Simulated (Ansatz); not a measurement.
# Lu: a minimum-energy path by PAW and LAPW

How high is the barrier in Lu when atoms 2 slide by one cell vector a? Run with PAW and LAPW; the cell is small, so the move is collective. Both runs start alike, so that frozen cores can be judged against all electrons.

Method: DFT PBEsol, scalar-relativistic, in Ansatz 0.2.0.

### Step 1. The starting structure

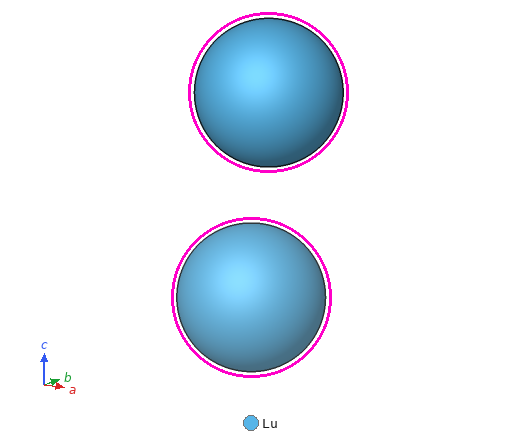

Start, viewed slightly off an axis; lutetium blue. Each atom of the cell is drawn once, at one copy chosen for all pictures, so bonds across the cell's faces may be missing. Ringed: Lu1, Lu2.

Coordinates:

```cif
data_structure
_symmetry_space_group_name_H-M 'P 1'
_symmetry_Int_Tables_number 1
_cell_length_a 3.5031
_cell_length_b 3.5031
_cell_length_c 5.5509
_cell_angle_alpha 90.000
_cell_angle_beta 90.000
_cell_angle_gamma 120.000
_cell_volume 58.99
loop_
_atom_site_label
_atom_site_type_symbol
_atom_site_fract_x
_atom_site_fract_y
_atom_site_fract_z
_atom_site_occupancy
Lu1 Lu 0.33333 0.66667 0.25000 1
Lu2 Lu 0.66667 0.33333 0.75000 1
```

The geometry is a database entry used as it stands. It may stem from high pressure or temperature, or be incomplete, so it serves as a test cell.

### Step 2. PAW with frozen cores

input.yaml

```yaml
crystal:
  lattice:
    - [3.5031, 0.0, 0.0]
    - [-1.75155, 3.033773592, 0.0]
    - [0.0, 0.0, 5.5509]
  atoms:
    - { symbol: Lu, position: [0.3333333333, 0.6666666667, 0.25] }
    - { symbol: Lu, position: [0.6666666667, 0.3333333333, 0.75] }
kpoints:
  mp_grid: { grid: [7, 7, 4] }
scf:
  occupations: { method: fermi_dirac, width: 0.05 }
hamiltonian:
  xc: pbesol
  pseudopotentials: { kind: paw }
output:
  forces: true
neb:
  images: 5
  f_tol: 0.05
  max_iterations: 40
  relax_end_points: true
  final_atoms:
    - { symbol: Lu, position: [0.3333333333, 0.6666666667, 0.25] }
    - { symbol: Lu, position: [1.6666666667, 0.3333333333, 0.75] }
```

Run with:

```console
$ ansatz run input.yaml --threads 4 --pin off --max-ram 4096MiB --backend cpu --events-out ev --progress --plain --runs-dir out
```

The log of the run, cut to the lines that bear on the results:

```text
Warning: neb: disabling space-group detection — the band's intermediate images generally break the endpoint symmetry, so no spatial operation reduces the k-mesh or symmetrises the density, except that a semilocal band can use its path's symmetry ahead of convergence; time reversal is [...]
Warning: between the path's two end points as given, atom 1 moves 3.503 Å, but a periodic copy of its final position lies 0.000 Å from its initial position (atoms with a nearer copy: 1). The path is placed between the positions as given. If the final geometry was wrapped back into the [...]
band count auto-derived: 31 (N_el = 50.0; filled up to band 25; 30 by the electrons, moments and atoms)
[...]
Pseudopotentials: kind: paw
Pseudopotential: Lu, paw, valence charge 25, recommended cutoff 420 eV (normal)
Functional definition: PBEsol
[...]
parallel-image band execution: 4 concurrent image workers
NEB image 0
Crystal: 2 atoms, lattice volume = 58.993 Å³
Basis set: ecut = 420 eV, 1117 PW (Γ), exchange–correlation on 48×48×80 points (8 copies of the dense FFT grid, shifted against one another)
Bands: 31, of which v1, the nominal top of the filled ones, is band 25 counted from 1 (24 counted from 0)
Symmetry: 1 space group operations
k-points: 99 of 196 (time reversal used)
[...]
SCF iter   1: F=—  HF=-29222.953913 eV  |F-HF|=—  |Δ(HF+E_count)|=         —  Δρ=2.04e-3  dr2=1.54e-3  ethr=1.77e-3  ⟨swp⟩=5.1  Hψ=13025  notcnv=0
[...]
NSCF: frozen V_eff on 99 k-points
NEB image 6
[...]
NSCF: frozen V_eff on 99 k-points
NEB end point (image 0): max|allowed force component| = 6.008e-8 eV/Å (the criterion of neb.relax_end_points is 1.000e-2)
NEB end point (image 6): max|allowed force component| = 5.862e-8 eV/Å (the criterion of neb.relax_end_points is 1.000e-2)
NEB image 0, for its relaxation
[...]
NEB image 0, for its relaxation
[...]
NEB image 0, for its relaxation
[...]
NEB image 0, for its relaxation
[...]
NEB image 0, for its relaxation
[...]
SCF iter   3: F=—  HF=-29222.946061 eV  |F-HF|=—  |Δ(HF+E_count)|=   3.20e-6  Δρ=8.34e-5  dr2=2.30e-6  ethr=9.60e-8  ⟨swp⟩=2.2  Hψ=5227  notcnv=0  defer=49
```

### Step 3. More of the same log: atoms 2 slide by one cell vector a

The log, continued, cut to the lines that bear on the results:

```text
SCF iter   4: F=—  HF=-29222.946063 eV  |F-HF|=—  |Δ(HF+E_count)|=   2.66e-6  Δρ=6.18e-5  dr2=1.57e-6  ethr=4.61e-9  ⟨swp⟩=3.0  Hψ=7561  notcnv=0  defer=49
[...]
NEB image 0, for its relaxation
[...]
NEB image 0, for its relaxation
[...]
NEB image 0, for its relaxation
[...]
NEB image 0
[...]
NSCF: frozen V_eff on 99 k-points
NEB end point (image 0): relaxed in 64 SCF iterations, -0.000000 eV lower, largest move of an atom 0.000 Å; tested for a saddle point, 0 escaped on the way
NEB image 6, for its relaxation
[...]
NEB image 6, for its relaxation
[...]
NEB image 6, for its relaxation
[...]
NEB image 6, for its relaxation
[...]
NEB image 6, for its relaxation
[...]
NEB image 6, for its relaxation
[...]
NEB image 6, for its relaxation
SCF iter   1: F=—  HF=-29222.947547 eV  |F-HF|=—  |Δ(HF+E_count)|=         —  Δρ=1.58e-3  dr2=9.19e-3  ethr=9.38e-5  ⟨swp⟩=10.9  Hψ=12190  notcnv=0  defer=47
```

### Step 4. The log goes on: atoms 2 slide by one cell vector a

The log, continued, cut to the lines that bear on the results:

```text
SCF iter   2: F=—  HF=-29222.946587 eV  |F-HF|=—  |Δ(HF+E_count)|=   9.59e-4  Δρ=1.01e-3  dr2=3.83e-3  ethr=1.84e-5  ⟨swp⟩=1.1  Hψ=3873  notcnv=0  defer=50
[...]
NEB image 6, for its relaxation
[...]
NEB image 6
[...]
NSCF: frozen V_eff on 99 k-points
NEB end point (image 6): relaxed in 62 SCF iterations, 0.000000 eV lower, largest move of an atom 0.000 Å; tested for a saddle point, 0 escaped on the way
NEB image 1
Symmetry: 2 space group operations
k-points: 75 of 196 (time reversal used)
[...]
NEB image 2
[...]
NEB image 3
[...]
NEB image 4
[...]
NEB image 5
[...]
SCF iter  10: F=-29222.709343 eV  HF=-29222.709343 eV  |F-HF|=4.26e-10  |Δ(HF+E_count)|=   6.01e-8  Δρ=1.85e-6  dr2=1.02e-9  ethr=1.61e-11  ⟨swp⟩=6.0  Hψ=11688  notcnv=0
[...]
NEB iter   1: max|band force component| = 1.306e0 eV/Å  barrier→ = 0.7577 eV  barrier← = 0.7577 eV  Δτ_max = 0.1862 Å  (70 SCF iters)
[...]
  climbing image's point = a first-order saddle point (lowest curvatures found: -4.03 and 1.60 eV/Å²)
  energies are F+E_penalty+E_count in eV, relative to image 0
  image     s (Å)  Δ vs image 0  max|band force component| (eV/Å)
      0    0.0000      0.000000                                 —
      1    0.5238      0.277289                          2.241e-3
      2    1.0477      0.177380                          7.188e-4
      3    1.5714      0.055249                          4.072e-4
  *   4    2.0950      0.343496                          6.392e-3
      5    2.4519      0.158563                          1.102e-3
      6    2.8089     -0.000000                                 —
  saddle-point geometry (image 4):
  cell:  # Å, volume = 58.9928 Å³
    - [3.5031, 0.0, 0.0]
    - [-1.75155, 3.033773592, 0.0]
    - [0.0, 0.0, 5.5509]
  atoms:
    - { symbol: Lu, position: [0.33305512398603915, 0.7486074263320512, 0.2499999999999992] }
    - { symbol: Lu, position: [1.3336115426806276, 0.2513925736679485, 0.7500000000000009] }
```

It took 12 min on 4 threads, shared host.

### Step 5. The band, image by image

Images 0 and 6 are the ends. Energies count from image 0; the path length is the program's own measure over all atoms.

| image | path (Å) | energy (eV) | Lu1 x y z (Å) | Lu2 x y z (Å) | band force (eV/Å) |
| --- | --- | --- | --- | --- | --- |
| 0 | 0.000 | 0.0000 | 0.00 2.02 1.39 | 1.75 1.01 4.16 | - |
| 1 | 0.524 | 0.2773 | -0.03 2.21 1.39 | 2.36 0.83 4.16 | 0.002 |
| 2 | 1.048 | 0.1774 | -0.06 2.39 1.39 | 2.98 0.64 4.16 | 0.001 |
| 3 | 1.571 | 0.0552 | -0.13 2.47 1.39 | 3.63 0.56 4.16 | 0.000 |
| 4* | 2.095 | 0.3435 | -0.14 2.27 1.39 | 4.23 0.76 4.16 | 0.006 |
| 5 | 2.452 | 0.1586 | -0.07 2.15 1.39 | 4.74 0.89 4.16 | 0.001 |
| 6 | 2.809 | 0.0000 | 0.00 2.02 1.39 | 5.25 1.01 4.16 | - |

The star marks the climbing image.

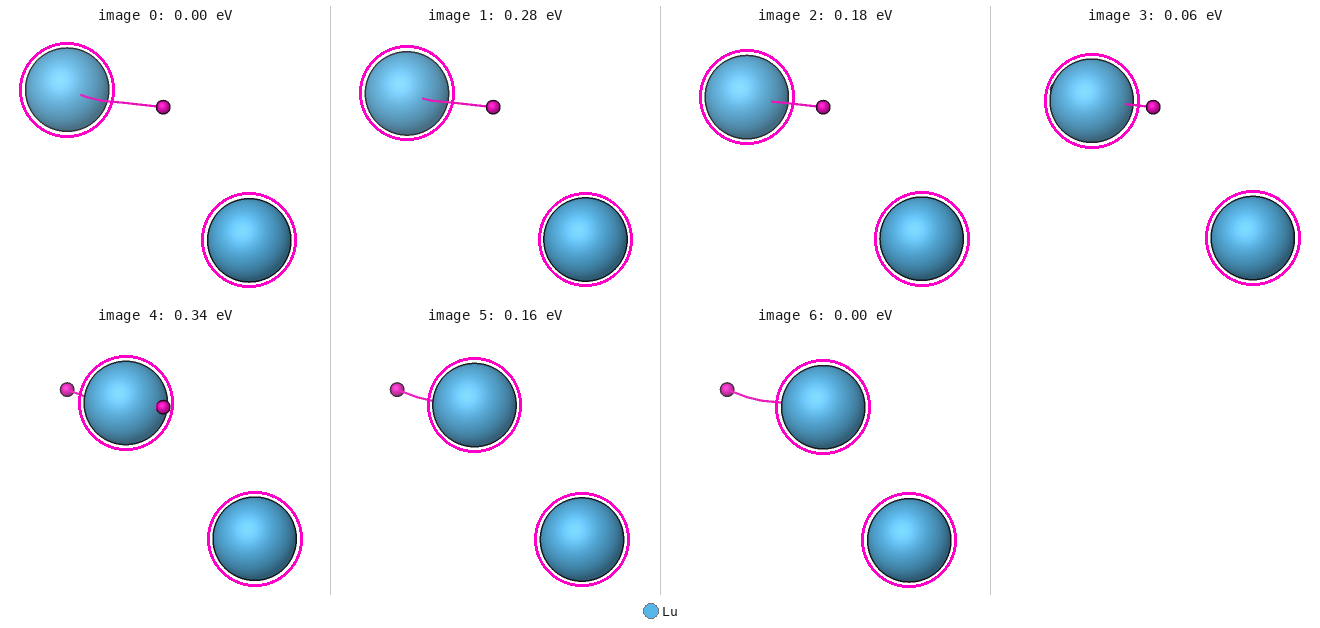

Snapshots along the band, viewed slightly off an axis. Ringed: Lu1, Lu2. The magenta line is the track of the ringed atoms over the whole band, with dots at its ends. Each atom of the cell is drawn once, at one copy chosen for all pictures, so bonds across the cell's faces may be missing; the others are paled.

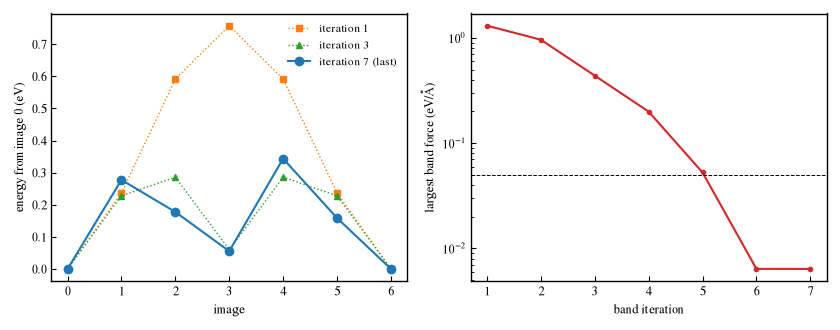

Left: energy of each image for early iterations and the last one (lines only join the points; early values far above the last band run off the scale). Right: the largest band force by iteration, with the threshold dashed.

How the highest energy settled:

```
iteration  highest image above image 0 (eV)  largest band force (eV/Å)
        1                            0.7577                      1.306
        2                            0.3570                      0.960
        3                            0.2855                      0.438
        4                            0.3439                      0.199
        5                            0.3436                      0.053
        6                            0.3435                      0.006
        7                            0.3435                      0.006
```

Positions of all images (Å):

```xyz
2
Lattice="3.503 0.000 0.000 -1.752 3.034 0.000 0.000 0.000 5.551" Properties=species:S:1:pos:R:3 pbc="T T T" image=0 dE=0.0000
Lu    0.000    2.023    1.388
Lu    1.752    1.011    4.163
2
Lattice="3.503 0.000 0.000 -1.752 3.034 0.000 0.000 0.000 5.551" Properties=species:S:1:pos:R:3 pbc="T T T" image=1 dE=0.2773
Lu   -0.028    2.208    1.388
Lu    2.364    0.825    4.163
2
Lattice="3.503 0.000 0.000 -1.752 3.034 0.000 0.000 0.000 5.551" Properties=species:S:1:pos:R:3 pbc="T T T" image=2 dE=0.1774
Lu   -0.058    2.393    1.388
Lu    2.977    0.641    4.163
2
Lattice="3.503 0.000 0.000 -1.752 3.034 0.000 0.000 0.000 5.551" Properties=species:S:1:pos:R:3 pbc="T T T" image=3 dE=0.0552
Lu   -0.127    2.474    1.388
Lu    3.630    0.559    4.163
2
Lattice="3.503 0.000 0.000 -1.752 3.034 0.000 0.000 0.000 5.551" Properties=species:S:1:pos:R:3 pbc="T T T" image=4 dE=0.3435
Lu   -0.144    2.271    1.388
Lu    4.231    0.763    4.163
2
Lattice="3.503 0.000 0.000 -1.752 3.034 0.000 0.000 0.000 5.551" Properties=species:S:1:pos:R:3 pbc="T T T" image=5 dE=0.1586
Lu   -0.073    2.148    1.388
Lu    4.743    0.886    4.163
2
Lattice="3.503 0.000 0.000 -1.752 3.034 0.000 0.000 0.000 5.551" Properties=species:S:1:pos:R:3 pbc="T T T" image=6 dE=0.0000
Lu    0.000    2.023    1.388
Lu    5.255    1.011    4.163
```

### Step 6. LAPW, all electrons

Edit input.yaml of step 2 so:

```diff
@@ -14,3 +14,3 @@
   xc: pbesol
-  pseudopotentials: { kind: paw }
+  pseudopotentials: { kind: all_electron, lapw: { basis_error: 0.001 } }
 output:
```

Run with:

```console
$ ansatz run input.yaml --threads 4 --pin off --max-ram 4096MiB --backend cpu --events-out ev --progress --plain --runs-dir out
```

The log of the run, cut to the lines that bear on the results:

```text
Warning: neb: disabling space-group detection — the band's intermediate images generally break the endpoint symmetry, so no spatial operation reduces the k-mesh or symmetrises the density, except that a semilocal band can use its path's symmetry ahead of convergence; time reversal is [...]
Warning: between the path's two end points as given, atom 1 moves 3.503 Å, but a periodic copy of its final position lies 0.000 Å from its initial position (atoms with a nearer copy: 1). The path is placed between the positions as given. If the final geometry was wrapped back into the [...]
LAPW: plane waves up to 7.000 Å⁻¹, error target 1.0e-3 eV per atom; small_component_spin mean_spin; Lu in spheres of 1.666 Å, 35 of its electrons in bands, Dirac shells []
[...]
Pseudopotentials: kind: all_electron
Pseudopotential: Lu, LAPW, valence charge 35, Koelling and Harmon's equation, gaussian nucleus
[... 1 set-up line as earlier in the session ...]
[...]
parallel-image band execution: 4 concurrent image workers
the walk goes on from step 0 on a new basis, cutoff 275.4 eV. Why: the LAPW basis doesn't serve this geometry: the muffin-tin spheres of Lu and Lu overlap: the atoms stand 3.176 Å apart, and the radii add up to 3.331 Å
parallel-image band execution: 4 concurrent image workers
NEB image 0
Crystal: 2 atoms, lattice volume = 58.993 Å³
Basis set: ecut = 275.4087712638657 eV, 615 PW (Γ), exchange–correlation at level 2
Bands: 50, of which v1, the nominal top of the filled ones, is band 41 counted from 1 (40 counted from 0)
[... 1 set-up line as earlier in the session ...]
k-points: 99 of 196 (time reversal used)
[...]
SCF iter   1: F=—  HF=-792244.394281 eV  |F-HF|=—  |Δ(HF+E_count)|=         —  Δρ=1.60e-2  dr2=2.00e-1  ethr=2.44e-4  ⟨swp⟩=2.4  Hψ=29487  notcnv=0
[...]
NSCF: frozen V_eff on 99 k-points
NEB image 6
[...]
NSCF: frozen V_eff on 99 k-points
NEB end point (image 0): max|allowed force component| = 2.089e-6 eV/Å (the criterion of neb.relax_end_points is 1.000e-2)
NEB end point (image 6): max|allowed force component| = 2.089e-6 eV/Å (the criterion of neb.relax_end_points is 1.000e-2)
NEB image 0, for its relaxation
[...]
NEB image 0, for its relaxation
[...]
NEB image 0, for its relaxation
[...]
NEB image 0, for its relaxation
[...]
NEB image 0, for its relaxation
[...]
NEB image 0, for its relaxation
[...]
SCF iter   2: F=—  HF=-792244.253842 eV  |F-HF|=—  |Δ(HF+E_count)|=   3.48e-4  Δρ=6.77e-4  dr2=1.83e-3  ethr=2.25e-7  ⟨swp⟩=2.1  Hψ=14829  notcnv=0
```

### Step 7. The output, continued: atoms 2 slide by one cell vector a, LAPW in place of PAW files

Output, continued, cut to the lines that bear on the results:

```text
SCF iter   3: F=—  HF=-792244.253531 eV  |F-HF|=—  |Δ(HF+E_count)|=   3.10e-4  Δρ=9.37e-5  dr2=2.99e-5  ethr=2.25e-7  ⟨swp⟩=3.0  Hψ=15143  notcnv=0
[...]
NEB image 0, for its relaxation
[...]
NEB image 0, for its relaxation
[...]
NEB image 0
[...]
NSCF: frozen V_eff on 99 k-points
NEB end point (image 0): relaxed in 64 SCF iterations, -0.000000 eV lower, largest move of an atom 0.000 Å; tested for a saddle point, 0 escaped on the way
NEB image 6, for its relaxation
[...]
NEB image 6, for its relaxation
[...]
NEB image 6, for its relaxation
[...]
NEB image 6, for its relaxation
[...]
NEB image 6, for its relaxation
[...]
NEB image 6, for its relaxation
[...]
NEB image 6, for its relaxation
[...]
SCF iter   9: F=—  HF=-792244.253526 eV  |F-HF|=—  |Δ(HF+E_count)|=   1.20e-8  Δρ=1.09e-6  dr2=1.07e-9  ethr=1.85e-11  ⟨swp⟩=2.0  Hψ=14820  notcnv=0
```

### Step 8. The output, continued: atoms 2 slide by one cell vector a, LAPW in place of PAW files

The log, continued, cut to the lines that bear on the results:

```text
SCF iter  10: F=—  HF=-792244.253526 eV  |F-HF|=—  |Δ(HF+E_count)|=  8.15e-10  Δρ=4.51e-7  dr2=2.05e-10  ethr=1.14e-11 (applied; sched 1.30e-12)  ⟨swp⟩=2.0  Hψ=14820  notcnv=0
[...]
NEB image 6, for its relaxation
[...]
NEB image 6
[...]
NSCF: frozen V_eff on 99 k-points
NEB end point (image 6): relaxed in 63 SCF iterations, 0.000000 eV lower, largest move of an atom 0.000 Å; tested for a saddle point, 0 escaped on the way
NEB image 1
[... 1 set-up line as earlier in the session ...]
k-points: 75 of 196 (time reversal used)
[...]
NEB image 2
[...]
the basis was enlarged: its passes take 238.3 KiB over the memory plan, 1 of 1 planned eigensolver slots
[...]
NEB image 3
[...]
the basis was enlarged: its passes take 516.9 KiB over the memory plan, 1 of 1 planned eigensolver slots
[...]
NEB image 4
[...]
  climbing image's point = a first-order saddle point (lowest curvatures found: -4.03 and 1.64 eV/Å²)
  energies are F+E_penalty+E_count in eV, relative to image 0
  image     s (Å)  Δ vs image 0  max|band force component| (eV/Å)
      0    0.0000      0.000000                                 —
      1    0.3569      0.158506                          1.084e-3
  *   2    0.7139      0.343470                          6.407e-3
      3    1.2375      0.055235                          3.744e-4
      4    1.7612      0.177322                          6.817e-4
      5    2.2850      0.277246                          2.253e-3
      6    2.8089     -0.000000                                 —
  saddle-point geometry (image 2):
  cell:  # Å, volume = 58.9928 Å³
    - [3.5031, 0.0, 0.0]
    - [-1.75155, 3.033773592, 0.0]
    - [0.0, 0.0, 5.5509]
  atoms:
    - { symbol: Lu, position: [0.41555994829728166, 0.7486093783922211, 0.2500000000000007] }
    - { symbol: Lu, position: [0.9177733850360517, 0.25139062160777886, 0.7499999999999992] }
```

It took 62 min on 4 threads, shared host.

### Step 9. What the band shows

The 5 inner images lie between the fixed ends 0 and 6. Energy is taken from image 0, and the path length is the program's own coordinate along the band.

| image | path (Å) | energy (eV) | Lu1 x y z (Å) | Lu2 x y z (Å) | band force (eV/Å) |
| --- | --- | --- | --- | --- | --- |
| 0 | 0.000 | 0.0000 | 0.00 2.02 1.39 | 1.75 1.01 4.16 | - |
| 1 | 0.357 | 0.1585 | 0.07 2.15 1.39 | 2.26 0.89 4.16 | 0.001 |
| 2* | 0.714 | 0.3435 | 0.14 2.27 1.39 | 2.77 0.76 4.16 | 0.006 |
| 3 | 1.237 | 0.0552 | 0.13 2.47 1.39 | 3.38 0.56 4.16 | 0.000 |
| 4 | 1.761 | 0.1773 | 0.06 2.39 1.39 | 4.03 0.64 4.16 | 0.001 |
| 5 | 2.285 | 0.2772 | 0.03 2.21 1.39 | 4.64 0.83 4.16 | 0.002 |
| 6 | 2.809 | 0.0000 | 0.00 2.02 1.39 | 5.25 1.01 4.16 | - |

The star marks the climbing image.

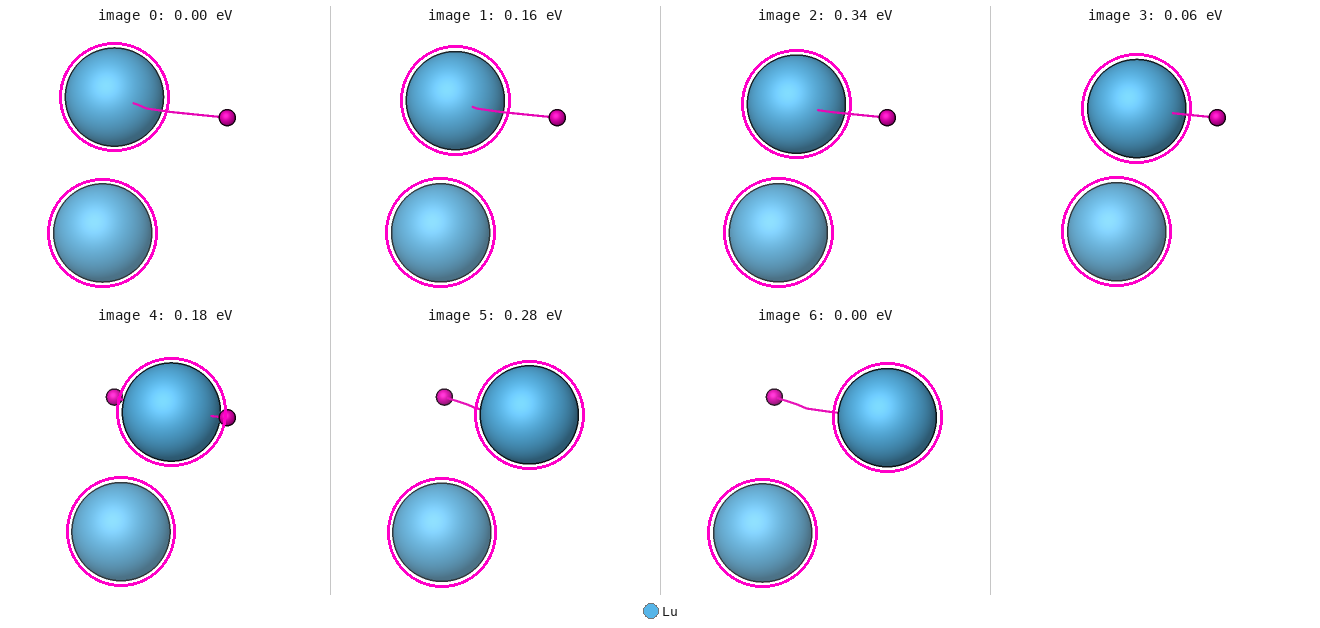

The images of the last band, seen slightly off an axis. Ringed: Lu1, Lu2. The magenta line is the track of the ringed atoms over the whole band, with dots at its ends. Each atom of the cell is drawn once, at one copy chosen for all pictures, so bonds across the cell's faces may be missing; the others are paled.

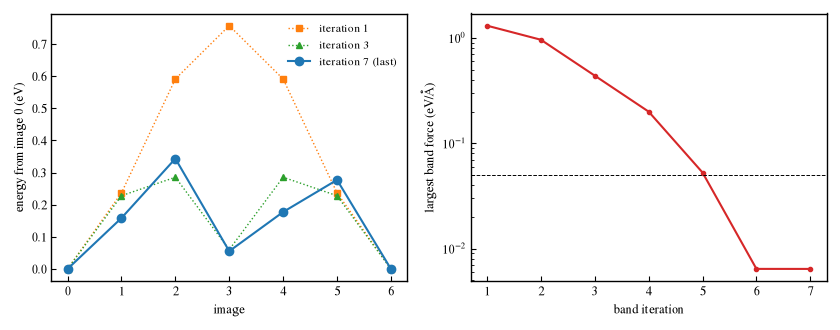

Left: energy of each image for early iterations and the last one (lines only join the points; early values far above the last band run off the scale). Right: the largest band force by iteration, with the threshold dashed.

### Step 10. Summary of results

| quantity | value |
| --- | --- |
| PAW: barrier forwards | 0.343 eV |
| PAW: barrier backwards | 0.343 eV |
| PAW: second end relative to first | 0.000 eV |
| PAW: highest image | 4 of 0 to 6, climbing |
| PAW: band iterations | 7 |
| LAPW: barrier forwards | 0.343 eV |
| LAPW: barrier backwards | 0.343 eV |
| LAPW: second end relative to first | 0.000 eV |
| LAPW: highest image | 2 of 0 to 6, climbing |
| LAPW: band iterations | 7 |

In words: PAW: The barrier from the first end is 0.34 eV, 13 times kT at 300 K. The two ends lie within 1 meV of each other. Image 3 sits in a dip between two rises: the path passes through another minimum, and each half would need a band of its own. The program found one negative curvature at the climbing image, so it is a first-order saddle. LAPW: Along this path the system climbs 0.34 eV from the first end (13 kT at 300 K). The highest points differ by 0 meV between the methods. Since every periodic image moves, this is not the barrier of a lone defect. LAPW took about 5 times as long as PAW (62 min against 12 min, on a shared host and with the outputs that each input asks for).
